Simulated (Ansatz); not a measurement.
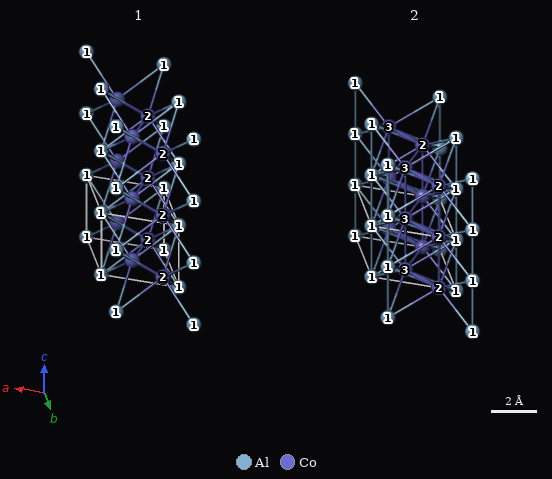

Two geometries of a crystal of AlCo$_{2}$ (a generated structure, set up in P6/mmm) (coarse preliminary run), drawn at one scale. One is the start of a relaxation, the other its converged end. Style: ball-and-stick. Shown: the cell of the calculation, repeated 1 × 2 × 3 with one cell outlined, from a free direction.

Theory: DFT PBE, scalar-relativistic, plane waves, PAW in Ansatz 0.2.0. Settings: plane-wave cutoff 420 eV; k-point mesh 6 × 6 × 6; occupations gaussian; smearing width 0.1 eV; collinear spin; cell and atoms relaxed; force threshold 0.04 eV/Å; at most 70 steps.

Which of the two is the end point?

Structure 2 is the relaxed one. After 8 accepted moves (10 points after the start) the energy has fallen by 273 meV per atom. All forces vanish by symmetry, so only the cell relaxes. Pressure: 10.59 GPa at the start and 0.21 GPa at the end. The SCF was repeated twice at an unchanged geometry on a basis and grid sized afresh for the cell, which shifted the energy by 5.4 meV per atom at most. No atom moves by more than 0.005 Å relative to the cell. The drawn cell changes as follows: a = b 3.673 → 4.013 Å (+9.2 %), c 3.114 → 2.565 Å (−17.6 %); the volume changes by −1.7 %. Near-neighbour distances that change, for instance: Al1–Al1 3.114 → 2.565 Å, Co2–Co2 3.114 → 2.565 Å, Co2–Co3 2.121 → 2.317 Å, Al1–Co2 2.631 → 2.648 Å. The space group stays P6/mmm (No. 191).
